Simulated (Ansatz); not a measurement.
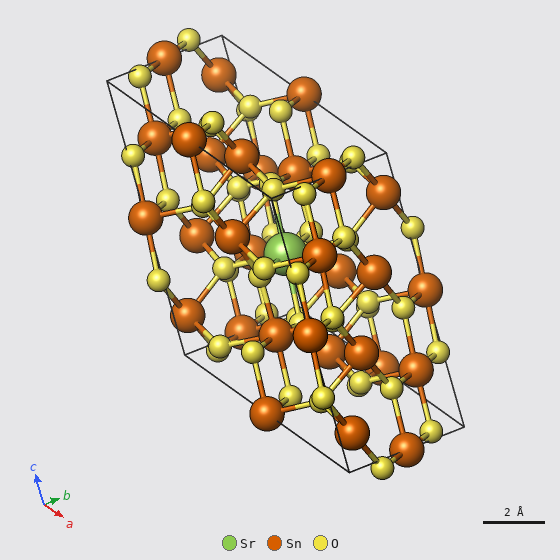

The image is a ball-and-stick drawing of a crystal, viewed from a general direction. Lines trace the edges of the supercell. The host is SnO2, in a cell of 48 sites, and the cell is neutral.

Question: Which defect is modelled here, and what are its neighbours?

Answer: Strontium on a tin site (a substitutional impurity). It is bonded to six O in a distorted octahedral arrangement at about 2.3 to 2.4 Å.

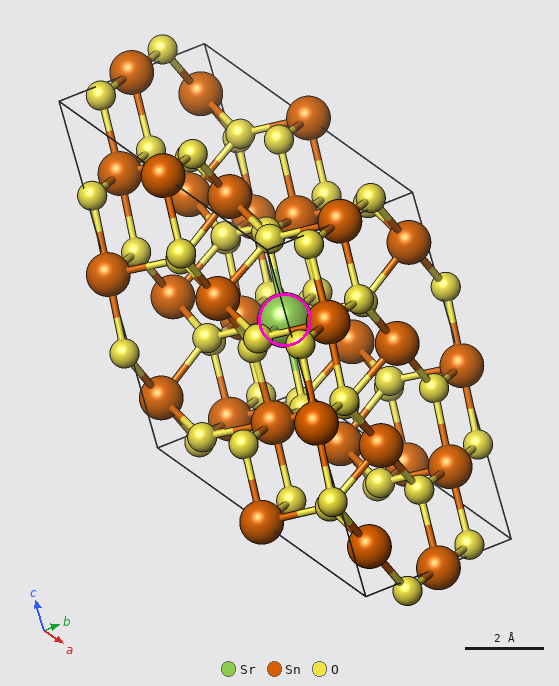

The same cell with a ring at the defect's site.

The atoms were relaxed in the host's cell with DFT PBE, scalar-relativistic, plane waves, PAW in Ansatz.
